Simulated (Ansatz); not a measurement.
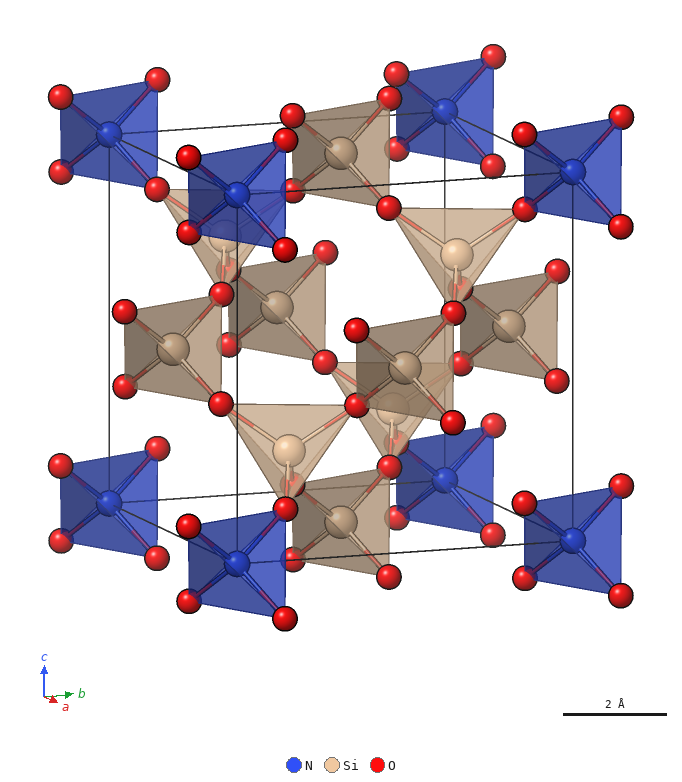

Figure 1. The input geometry (polyhedral view of the reduced cell, seen slightly off an axis; polyhedra are completed across the faces of the cell).

Run report: Si$_{7}$NO$_{16}$ (charge +1), field-gradient calculation (part 1 of 2)

System: Si$_{7}$NO$_{16}$ (defect cell, 24 atoms in the cell, total charge +1).
Method: DFT, PBE, plane-wave PAW, default files, scalar-relativistic, no spin polarisation (Ansatz 0.2.0).

The structure derives from a Materials Project entry. It belongs to a series of runs on one base structure; here: N on a Si site, charge +1, host positions. Figures and captions count atoms from 1; the log counts them from 0 in places.

Log
```
Engine: ansatz 0.2.0, aarch64-unknown-linux-gnu
Pseudopotentials: kind: paw
Pseudopotential: N, paw, valence charge 5, recommended cutoff 420 eV (normal), N.paw.azcp
Pseudopotential: Si, paw, valence charge 4, recommended cutoff 420 eV (normal), Si.paw.azcp
Pseudopotential: O, paw, valence charge 6, recommended cutoff 420 eV (normal), O.paw.azcp
Functional definition: PBE
  parameter kappa = 0.804
  parameter beta = 0.06672455060314922
  exchange = pbe_x(kappa = kappa, mu = beta*pi^2/3)
  correlation = pbe_c(beta = beta)
Crystal: 24 atoms, lattice volume = 358.956 Å³
Basis set: ecut = 420 eV, 7029 PW (Γ), exchange–correlation on 100×96×144 points (8 copies of the dense FFT grid, shifted against one another)
Bands: 88, of which v1, the nominal top of the filled ones, is band 64 counted from 1 (63 counted from 0)
Symmetry: 4 space group operations
Space group: P-4 (ITA 81), of the structure as read, at distance tolerance 7.1e-5 Å
k-points: 18 of 64 (time reversal used)
Non-local potential: N, projectors of the file, l = 0: 2, l = 1: 2, l = 2: 1
Non-local potential: Si, projectors of the file, l = 0: 2, l = 1: 2, l = 2: 2
Non-local potential: O, projectors of the file, l = 0: 2, l = 1: 2, l = 2: 1
PAW form: soft (Blöchl's): semilocal exchange-correlation on the pseudo side does not see the compensation charge
PAW one-centre angular grid: N, 110 points (default); XC on 64 Gauss nodes
PAW one-centre angular grid: Si, 110 points (default); XC on 64 Gauss nodes
PAW one-centre angular grid: O, 110 points (default); XC on 64 Gauss nodes
Initial density: superposition of atomic densities (neutral atoms scaled as one to the charged cell's electrons: chi_scale 0, normalization atom), corrected by the library's trained network
Initial wavefunctions: pseudopotential atomic-orbital guess
Functional: x = pbe(κ = 0.804, μ = 0.2195149727645171), c = pbe(β = 0.06672455060314922)
SCF iter   1: F=—  HF=-13928.280870 eV  |F-HF|=—  |Δ(HF+E_count)|=         —  Δρ=2.54e-2  dr2=2.39e0  ethr=1.77e-3  ⟨swp⟩=6.9  Hψ=7619  notcnv=0  defer=186
preconditioner: auto → Resta (q_TF=auto, 2.297 Å⁻¹)  ε∞=2.9  [insulator: Δε(μ)=1.874 eV  Ē_g=16.032 eV  σ=0.010 eV  W_gap=1.00  n_scr=80 (ndim 8)  ℏωp=22.2 eV  f_vac=0.261  D(μ)=0.00/eV (n_scr^D=0)  ε∞_Penn≈2.9]
SCF iter   2: F=—  HF=-13927.743805 eV  |F-HF|=—  |Δ(HF+E_count)|=   5.37e-1  Δρ=1.24e-2  dr2=3.57e-1  ethr=1.77e-3  ⟨swp⟩=3.9  Hψ=3094  notcnv=0  defer=360
SCF iter   3: F=—  HF=-13927.680235 eV  |F-HF|=—  |Δ(HF+E_count)|=   6.36e-2  Δρ=5.92e-3  dr2=9.58e-2  ethr=2.79e-4  ⟨swp⟩=3.0  Hψ=2094  notcnv=0  defer=360
SCF iter   4: F=—  HF=-13927.664462 eV  |F-HF|=—  |Δ(HF+E_count)|=   1.58e-2  Δρ=3.01e-3  dr2=3.13e-2  ethr=7.49e-5  ⟨swp⟩=2.1  Hψ=2195  notcnv=0  defer=360
SCF iter   5: F=—  HF=-13927.657289 eV  |F-HF|=—  |Δ(HF+E_count)|=   7.17e-3  Δρ=6.48e-4  dr2=2.04e-3  ethr=2.45e-5  ⟨swp⟩=2.0  Hψ=2024  notcnv=0  defer=360
SCF iter   6: F=—  HF=-13927.657337 eV  |F-HF|=—  |Δ(HF+E_count)|=   4.77e-5  Δρ=5.00e-4  dr2=8.97e-4  ethr=1.59e-6  ⟨swp⟩=2.0  Hψ=2181  notcnv=0  defer=360
SCF iter   7: F=—  HF=-13927.657225 eV  |F-HF|=—  |Δ(HF+E_count)|=   1.12e-4  Δρ=1.90e-4  dr2=1.89e-4  ethr=7.01e-7  ⟨swp⟩=2.7  Hψ=2337  notcnv=0  defer=360
SCF iter   8: F=—  HF=-13927.657212 eV  |F-HF|=—  |Δ(HF+E_count)|=   1.35e-5  Δρ=9.47e-5  dr2=4.81e-5  ethr=1.48e-7  ⟨swp⟩=2.1  Hψ=1999  notcnv=0  defer=360
SCF iter   9: F=—  HF=-13927.657368 eV  |F-HF|=—  |Δ(HF+E_count)|=   1.56e-4  Δρ=4.11e-5  dr2=9.73e-6  ethr=3.76e-8  ⟨swp⟩=2.3  Hψ=2280  notcnv=0  defer=360
SCF iter  10: F=—  HF=-13927.657367 eV  |F-HF|=—  |Δ(HF+E_count)|=   1.45e-6  Δρ=5.13e-6  dr2=1.69e-7  ethr=7.60e-9  ⟨swp⟩=2.1  Hψ=2016  notcnv=0  defer=360
SCF iter  11: F=-13927.657367 eV  HF=-13927.657367 eV  |F-HF|=6.77e-9  |Δ(HF+E_count)|=   4.42e-8  Δρ=1.94e-6  dr2=1.23e-8  ethr=7.81e-11  ⟨swp⟩=19.3  Hψ=14103  notcnv=0
SCF 1 converged in 11 iterations: F = -13927.657367 eV  dr2 = 1.23e-8
  greatest PAW one-centre occupation: 0.866 electrons in one spin orbital (limit 2), on the O atom at site 23 (counted from 0), in its partial waves of l = 0
```

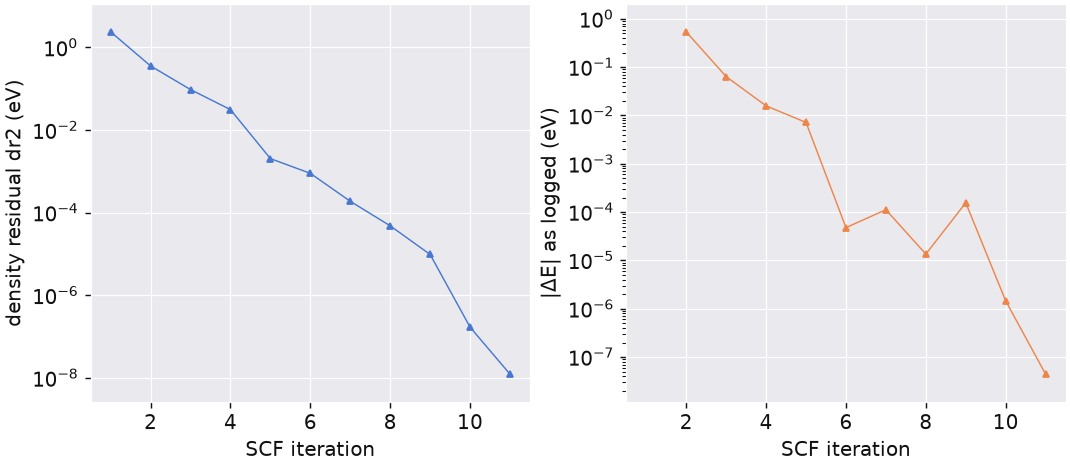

Figure 2. Convergence of the self-consistent field: density residual dr2 and size of the energy change against the SCF iteration. The residual falls at every step.

```
SCF converged after 11 iterations
Free energy (F): -13927.657367 eV
Harris-Foulkes:  -13927.657367 eV  (|F-HF|=6.77e-9)
Internal energy: -13927.657367 eV  (E = F + TS)
E sigma→0 (E₀):  -13927.657367 eV
Fermi energy:    0.882055 eV
--- Per-component energies (eV) ---
  E_band       = -835.606277
  E_kinetic    = 3257.630137
  E_local      = -9592.588668  (includes V_loc(G=0)·N_el)
  E_nonlocal   = 981.869779
  E_hartree    = 3518.403147
  E_xc         = -1619.567120
  E_vxc        = -1900.515800  (∫ρ·V_xc dr)
  E_paw        = -6255.489300  (= ΣΔE_a)
  E_vpaw       = -618.849734  (= ΣTr[D̂ρ^β])
  E_aug_tail   = 0.041155  (compensation charges beyond the density's cutoff)
  E_ewald      = -4217.956496
  E_smearing   = -0.000000  (= −TS)
  E_closure    = -0.000000  (closes the sum)
  E_deformation_potential = 9.627637  (in the stress; not in F)
  Σ components = -13927.657367   (vs F -13927.657367, Δ=0.00e0)
--- Forces (eV/Å), atoms counted from 1 ---
  atom   1  N     -0.00000000     0.00000000     0.00000000
  atom   2  Si     0.00000000     0.00000000     0.72942103
  atom   3  Si     0.00000000     0.00000000    -0.72942103
  atom   4  Si     0.00000000     0.00000000     0.00000000
  atom   5  Si    -1.98326652     1.73030665     1.04070062
  atom   6  Si    -1.73030665    -1.98326652    -1.04070062
  atom   7  Si     1.73030665     1.98326652    -1.04070062
  atom   8  Si     1.98326652    -1.73030665     1.04070062
  atom   9  O      1.11425408    -4.54681207    -3.33403606
  atom  10  O      0.25710991     0.14300105    -0.00761555
  atom  11  O     -0.10910951     0.13463877     0.66801138
  atom  12  O      0.12889928     0.34976762     0.08537663
  atom  13  O     -0.13463877    -0.10910951    -0.66801138
  atom  14  O      4.54681207     1.11425408     3.33403606
  atom  15  O     -0.34976762     0.12889928    -0.08537663
  atom  16  O     -0.14300105     0.25710991     0.00761555
  atom  17  O      0.14300105    -0.25710991     0.00761555
  atom  18  O      0.34976762    -0.12889928    -0.08537663
  atom  19  O     -4.54681207    -1.11425408     3.33403606
  atom  20  O      0.13463877     0.10910951    -0.66801138
  atom  21  O     -0.12889928    -0.34976762     0.08537663
  atom  22  O      0.10910951    -0.13463877     0.66801138
  atom  23  O     -0.25710991    -0.14300105    -0.00761555
  atom  24  O     -1.11425408     4.54681207    -3.33403606
  max |Σ_I F_I| component: 8.88e-16 eV/Å
--- Stress (GPa, compression-positive) ---
        2.030058      -0.000002      -0.000000
        0.000002       2.030058       0.000000
       -0.000000       0.000000       0.472716
  P = ⅓ Tr σ = 1.5109 GPa (15.109 kbar)
--- PAW observables at the nuclei: V_zz in 10²¹ V/m², potentials from the cell's mean, atoms counted from 1 ---
  atom   1  N  V_zz =    -0.598880   η = 0.0000   by run symmetry: allowed   C_q = -0.2960 MHz
            electrostatic potential = -499.934547 V   contact ρ = 1422.513989 e/Å³
  atom   2  Si V_zz =    +0.225979   η = 0.3294   by run symmetry: allowed
            electrostatic potential = -1352.927122 V   contact ρ = 12801.127570 e/Å³
  atom   3  Si V_zz =    +0.225979   η = 0.3294   by run symmetry: allowed
            electrostatic potential = -1352.927122 V   contact ρ = 12801.127570 e/Å³
  atom   4  Si V_zz =    -0.051358   η = 0.0000   by run symmetry: allowed
            electrostatic potential = -1353.161085 V   contact ρ = 12801.125777 e/Å³
  atom   5  Si V_zz =    +1.769816   η = 0.2049   by run symmetry: allowed
            electrostatic potential = -1352.662253 V   contact ρ = 12801.490716 e/Å³
  atom   6  Si V_zz =    +1.769816   η = 0.2049   by run symmetry: allowed
            electrostatic potential = -1352.662253 V   contact ρ = 12801.490716 e/Å³
  atom   7  Si V_zz =    +1.769816   η = 0.2049   by run symmetry: allowed
            electrostatic potential = -1352.662253 V   contact ρ = 12801.490716 e/Å³
  atom   8  Si V_zz =    +1.769816   η = 0.2049   by run symmetry: allowed
            electrostatic potential = -1352.662253 V   contact ρ = 12801.490716 e/Å³
  atom   9  O  V_zz =   +28.132852   η = 0.1439   by run symmetry: allowed   C_q = -17.4008 MHz
            electrostatic potential = -615.255333 V   contact ρ = 2158.888741 e/Å³
  atom  10  O  V_zz =    +9.375366   η = 0.1984   by run symmetry: allowed   C_q = -5.7989 MHz
            electrostatic potential = -617.304155 V   contact ρ = 2153.541924 e/Å³
  atom  11  O  V_zz =    +8.643697   η = 0.5599   by run symmetry: allowed   C_q = -5.3463 MHz
            electrostatic potential = -616.887960 V   contact ρ = 2154.167842 e/Å³
  atom  12  O  V_zz =    +9.197120   η = 0.2269   by run symmetry: allowed   C_q = -5.6886 MHz
            electrostatic potential = -617.360096 V   contact ρ = 2153.670474 e/Å³
  atom  13  O  V_zz =    +8.643697   η = 0.5599   by run symmetry: allowed   C_q = -5.3463 MHz
            electrostatic potential = -616.887960 V   contact ρ = 2154.167842 e/Å³
  atom  14  O  V_zz =   +28.132852   η = 0.1439   by run symmetry: allowed   C_q = -17.4008 MHz
            electrostatic potential = -615.255333 V   contact ρ = 2158.888741 e/Å³
  atom  15  O  V_zz =    +9.197120   η = 0.2269   by run symmetry: allowed   C_q = -5.6886 MHz
            electrostatic potential = -617.360096 V   contact ρ = 2153.670474 e/Å³
  atom  16  O  V_zz =    +9.375366   η = 0.1984   by run symmetry: allowed   C_q = -5.7989 MHz
            electrostatic potential = -617.304155 V   contact ρ = 2153.541924 e/Å³
  atom  17  O  V_zz =    +9.375366   η = 0.1984   by run symmetry: allowed   C_q = -5.7989 MHz
            electrostatic potential = -617.304155 V   contact ρ = 2153.541924 e/Å³
  atom  18  O  V_zz =    +9.197120   η = 0.2269   by run symmetry: allowed   C_q = -5.6886 MHz
            electrostatic potential = -617.360096 V   contact ρ = 2153.670474 e/Å³
  atom  19  O  V_zz =   +28.132852   η = 0.1439   by run symmetry: allowed   C_q = -17.4008 MHz
            electrostatic potential = -615.255333 V   contact ρ = 2158.888741 e/Å³
  atom  20  O  V_zz =    +8.643697   η = 0.5599   by run symmetry: allowed   C_q = -5.3463 MHz
            electrostatic potential = -616.887960 V   contact ρ = 2154.167842 e/Å³
  atom  21  O  V_zz =    +9.197120   η = 0.2269   by run symmetry: allowed   C_q = -5.6886 MHz
            electrostatic potential = -617.360096 V   contact ρ = 2153.670474 e/Å³
  atom  22  O  V_zz =    +8.643697   η = 0.5599   by run symmetry: allowed   C_q = -5.3463 MHz
            electrostatic potential = -616.887960 V   contact ρ = 2154.167842 e/Å³
  atom  23  O  V_zz =    +9.375366   η = 0.1984   by run symmetry: allowed   C_q = -5.7989 MHz
            electrostatic potential = -617.304155 V   contact ρ = 2153.541924 e/Å³
  atom  24  O  V_zz =   +28.132852   η = 0.1439   by run symmetry: allowed   C_q = -17.4008 MHz
            electrostatic potential = -615.255333 V   contact ρ = 2158.888741 e/Å³
--- Band table (eV; the first three rows and the last of 18) ---
  k-point 0: bands = ["-20.4484", "-18.4753", "-18.1983", "-18.1850", "-18.1850", "-17.8395", "-17.6765", "-17.1668", "-17.1668", "-17.0831", "-16.7043", "-16.7043", "-16.6820", "-16.4935", "-16.4935", "-16.4831", "-13.2355", "-8.1520", "-7.7553", "-7.7553", "-7.5582", "-6.7710", "-6.5199", "-5.8757", "-5.8757", "-5.7660", "-4.8122", "-4.8122", "-4.4881", "-4.3902", "-4.3162", "-4.3162", "-2.4707", "-2.3997", "-2.3514", "-2.3514", "-2.1796", "-2.1025", "-2.0052", "-1.8440", "-1.8440", "-1.7626", "-1.6377", "-1.6206", "-1.5872", "-1.5872", "-1.2362", "-1.1960", "-1.1824", "-1.1824", "-1.0400", "-0.7245", "-0.7245", "-0.6566", "-0.4876", "-0.4613", "-0.0851", "-0.0851", "0.1118", "0.1320", "0.1430", "0.1430", "0.4772", "0.4772", "1.3040", "3.8207", "3.8558", "3.8558", "6.8114", "9.4713", "9.5902", "9.7716", "9.9187", "9.9187", "10.0259", "10.1824", "10.8768", "10.9045", "10.9045", "11.0588", "11.0588", "11.0751", "11.6209", "11.7230", "11.7230", "11.9845", "11.9845", "11.9918"]
  k-point 1: bands = ["-20.4455", "-18.5250", "-18.2388", "-18.1858", "-18.1495", "-17.7740", "-17.6365", "-17.1855", "-17.1575", "-17.0561", "-16.7770", "-16.7143", "-16.6536", "-16.5243", "-16.4930", "-16.4835", "-13.2115", "-8.2638", "-7.7376", "-7.6214", "-7.5553", "-6.8561", "-6.5581", "-5.8547", "-5.7794", "-5.7168", "-4.8797", "-4.7814", "-4.5100", "-4.4400", "-4.3431", "-4.3335", "-2.4901", "-2.4419", "-2.3755", "-2.2752", "-2.2445", "-2.1637", "-2.0517", "-1.7405", "-1.7104", "-1.6967", "-1.6143", "-1.5921", "-1.5560", "-1.4801", "-1.3764", "-1.2550", "-1.1936", "-1.0686", "-0.9981", "-0.9101", "-0.7572", "-0.5317", "-0.4874", "-0.4095", "-0.1238", "-0.0491", "0.0356", "0.0808", "0.0993", "0.1954", "0.4229", "0.4539", "1.3113", "3.8302", "3.8489", "3.8617", "7.1126", "8.9645", "9.6628", "9.7779", "9.9919", "10.0150", "10.2159", "10.4262", "10.5886", "10.6763", "10.7151", "10.9214", "11.1224", "11.1658", "11.2758", "11.4095", "11.6588", "11.8948", "11.9224", "12.1011"]
```
